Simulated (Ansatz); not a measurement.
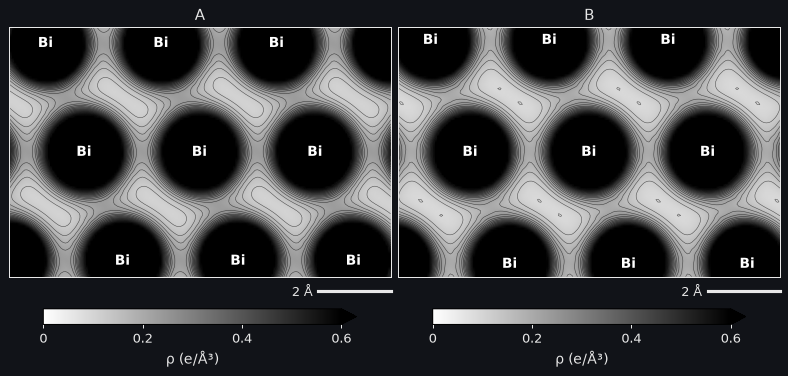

Bi. The valence pseudo-density of two cells that differ in size, on the (001) plane of each (indices in the axes of the calculation cell), at one length scale and on one colour scale: B has 27.3 Å³ an atom and A 25.1.

All numbers below come from Ansatz 0.2.0, DFT r2SCAN, scalar-relativistic, plane waves, PAW.

Core electrons are frozen (PAW), and the valence fields are smoothed inside the atomic spheres.

### What changes from the larger cell to the smaller?

From the larger cell to the smaller, Bi–Bi goes from 3.28 to 3.19 Å, and the density at its midpoint from 0.2 to 0.23 e/Å³; the pressure goes from 10 to 20 GPa.
